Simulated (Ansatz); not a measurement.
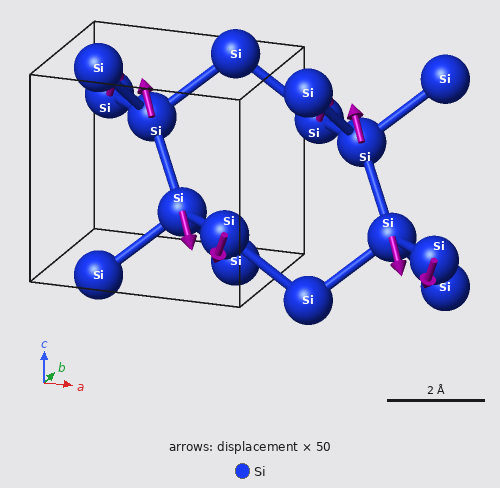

This is a relaxation of solid Si (a generated structure, set up in Cmme) (coarse preliminary run). The starting structure is drawn; purple arrows show the displacements (the part carried along by the change of the cell is left out), magnified 50 times.

A ball-and-stick model of the cell of the calculation, repeated 2 × 1 × 1 with one cell outlined, seen slightly off an axis.

All numbers below come from DFT PBE, scalar-relativistic, plane waves, PAW (Ansatz 0.2.0). Set-up: plane-wave cutoff 420 eV; k-point mesh 4 × 4 × 4; occupations gaussian; smearing width 0.1 eV; no spin polarisation; cell and atoms relaxed; force threshold 0.04 eV/Å; at most 70 steps.

Question: Describe the change and its energy.

Answer: The energy falls by 1.937 eV per cell of the calculation in 5 accepted moves (7 points after the start). Largest force component: 1.4 eV/Å at the start, 0.01 eV/Å at the end. Pressure: 26.51 GPa at the start and 0.04 GPa at the end. The SCF was repeated twice at an unchanged geometry on a basis and grid sized afresh for the cell, which shifted the energy by 16.4 meV per cell of the calculation at most. The largest moves relative to the cell, 0.018 Å, are those of Si atoms. Cell: a = b 4.879 → 5.382 Å (+10.3 %), c 4.401 → 4.407 Å (+0.1 %), γ 101.6° → 99.3°. Volume +22.7 %. Near-neighbour distances that change, for instance: Si–Si 3.082 → 3.484 Å, Si–Si 2.209 → 2.375 Å, Si–Si 2.295 → 2.424 Å. Among the angles between lasting bonds that change: Si–Si–Si 103.5° → 110.3°, Si–Si–Si 91.3° → 85.3°, Si–Si–Si 88.7° → 94.7°. The space group stays Cmme (No. 67). The run took 49 s on 1 thread of Intel(R) Xeon(R) Processor @ 2.50GHz (Skylake/Cascade Lake) (shared host), peak memory 0.38 GiB.
